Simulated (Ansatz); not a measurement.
**A series of single points on Al**

System: Al (P6₃/mmc, 2 atoms in the cell).
Method: DFT r2SCAN, scalar-relativistic, plane waves, PAW, no spin polarisation (Ansatz 0.2.0).

The 5 runs differ only in the geometry, by a strain of the cell at fixed fractional positions. Against run 3, the strain is εzz = η. The structure derives from a Materials Project entry.

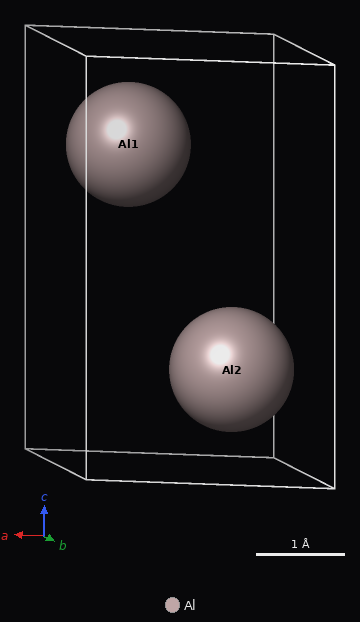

Figure 1. The structure of run 3 (spheres-only view of the cell of the calculation, seen at an oblique angle; atoms are numbered from 1 in the order of the input). An atom can appear more than once, as a periodic image.

## Input of run 3
```yaml
crystal:
  lattice:
    - [2.9530781191, 0.0, 0.0]
    - [-1.4765390595, 2.5574406705, 0.0]
    - [0.0, 0.0, 4.86685]
  atoms:
    - { symbol: Al, position: [0.6666666667, 0.3333333333, 0.75] }
    - { symbol: Al, position: [0.3333333333, 0.6666666667, 0.25] }
basis:
  ecutwfc: 500
kpoints:
  mp_grid: { grid: [18, 18, 10] }
hamiltonian:
  xc: r2scan
scf:
  occupations: { method: gaussian, width: 0.15 }
output:
  forces: true
  stress: true
  eigenvalues: true
```

Command:
```bash
ansatz run input.yaml --threads 1 --pin off --max-ram 2560MiB --backend cpu --events-out ev --progress --plain --runs-dir out
```

Lattice vectors (Å) and fractional positions of run 3:
```
   2.953078    0.000000    0.000000
  -1.476539    2.557441    0.000000
   0.000000    0.000000    4.866850
Al  0.666667  0.333333  0.750000
Al  0.333333  0.666667  0.250000
```

Run 2 differs from it as follows:
```diff
-    - [0.0, 0.0, 4.86685]
+    - [0.0, 0.0, 4.74517875]
```

## Results, with one run withheld

| run | strain parameter η (%) | free energy per atom, from the lowest run given (meV) | pressure (GPa) |
| --- | --- | --- | --- |
| 1 | −5.0000 | 0.00 | −6.17 |
| 2 | −2.5000 | ? | ? |
| 3 | 0.0000 | 39.94 | −8.91 |
| 4 | 2.5000 | 66.80 | −9.88 |
| 5 | 5.0000 | 95.98 | −10.58 |

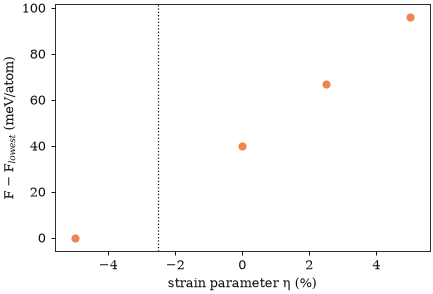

Figure 2. Free energy per atom of the runs given; the dotted line marks run 2.

Fit the runs given and predict run 2.

A quadratic polynomial in the coordinate, fitted to the 4 runs given, misses them by at most 0.50 meV per atom. With x = η − 0.6250, it reads F = 46.447 + 10.01 x + 0.3096 x² (meV per atom). At run 2 it gives 18.19 meV per atom, and the run itself gives 16.47. The fit has no minimum inside this range. The miss comes from the order of the polynomial or from scatter in that run; these data can't tell which.

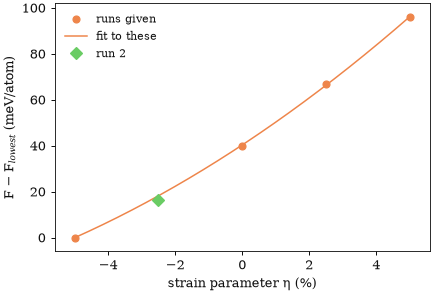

Figure 3. The fit and the withheld run.

## Output, shortened to warnings, some set-up lines, iterations and results (run 2)
```
Basis set: ecut = 500 eV, 941 PW (Γ), exchange–correlation on 96×96×144 points (64 copies of the dense FFT grid, shifted against one another)
Symmetry: 24 space group operations
k-points: 222 of 3240
Initial density: superposition of atomic densities (neutral atoms: chi_scale 0, normalization atom), corrected by the library's trained network
[...]
SCF iter   1: F=—  HF=-1080.628496 eV  |F-HF|=—  |Δ(HF+E_count)|=         —  Δρ=4.02e-3  dr2=6.79e-3  dr2_τ=5.76e-3  ethr=1.77e-3  ⟨swp⟩=5.2  Hψ=12484  notcnv=0
SCF iter   2: F=—  HF=-1080.642730 eV  |F-HF|=—  |Δ(HF+E_count)|=   1.42e-2  Δρ=3.23e-3  dr2=4.38e-3  dr2_τ=9.40e-6  ethr=1.13e-4  ⟨swp⟩=2.4  Hψ=4032  notcnv=0
SCF iter   3: F=—  HF=-1080.642014 eV  |F-HF|=—  |Δ(HF+E_count)|=   7.16e-4  Δρ=3.26e-4  dr2=3.10e-5  dr2_τ=1.35e-6  ethr=7.30e-5  ⟨swp⟩=1.0  Hψ=1507  notcnv=0
SCF iter   4: F=—  HF=-1080.642051 eV  |F-HF|=—  |Δ(HF+E_count)|=   3.68e-5  Δρ=1.03e-4  dr2=2.24e-6  dr2_τ=1.01e-7  ethr=5.16e-7  ⟨swp⟩=2.0  Hψ=2189  notcnv=0
SCF iter   5: F=-1080.642055 eV  HF=-1080.642055 eV  |F-HF|=7.99e-10  |Δ(HF+E_count)|=   4.16e-6  Δρ=1.26e-5  dr2=6.46e-8  dr2_τ=4.54e-10  ethr=3.74e-8  ⟨swp⟩=2.0  Hψ=2183  …
SCF iter   6: F=-1080.642055 eV  HF=-1080.642055 eV  |F-HF|=2.95e-10  |Δ(HF+E_count)|=   2.51e-9  Δρ=1.04e-6  dr2=3.34e-10  dr2_τ=3.41e-12  ethr=1.08e-9  ⟨swp⟩=2.9  Hψ=6141  …
SCF 1 converged in 6 iterations: F = -1080.642055 eV  dr2 = 3.34e-10
SCF converged after 6 iterations
Free energy (F): -1080.642055 eV
Harris-Foulkes:  -1080.642055 eV  (|F-HF|=2.95e-10)
Internal energy: -1080.631482 eV  (E = F + TS)
E sigma→0 (E₀):  -1080.636768 eV
Entropy (-TS):   -0.010573 eV (-5.287 meV/atom)
Fermi energy:    7.143919 eV
--- Per-component energies (eV) ---
  E_band       = 16.004803
  E_kinetic    = 43.411461
  E_local      = 18.016801  (includes V_loc(G=0)·N_el)
  E_nonlocal   = 18.921744
  E_hartree    = 0.186762
  E_xc         = -72.177747
  E_vxc        = -60.698883  (∫ρ·V_xc dr)
  E_paw        = -945.839253  (= ΣΔE_a)
  E_vpaw       = -6.469219  (= ΣTr[D̂ρ^β])
  E_aug_tail   = -0.000001  (compensation charges beyond the density's cutoff)
  E_vtau       = 2.449375  (kinetic-family band-sum trace: ∫τ·v_τ [+ j·A + Jᵃ·Aᵃ] dr)
  E_ewald      = -143.031032
  E_core_change = -0.120216  (= ΣΔE_core)
  E_smearing   = -0.010573  (= −TS)
  E_closure    = 0.000000  (closes the sum)
  Σ components = -1080.642055   (vs F -1080.642055, Δ=0.00e0)
--- Forces (eV/Å), atoms counted from 1 ---
  atom   1  Al    -0.00000000     0.00000000     0.00000000
  atom   2  Al     0.00000000    -0.00000000     0.00000000
  max |Σ_I F_I| component: 2.31e-18 eV/Å
--- Stress (GPa, compression-positive) ---
       -8.044903       0.000000       0.000000
        0.000000      -8.044903       0.000000
        0.000000       0.000000      -7.053821
  P = ⅓ Tr σ = -7.7145 GPa (-77.145 kbar)
```
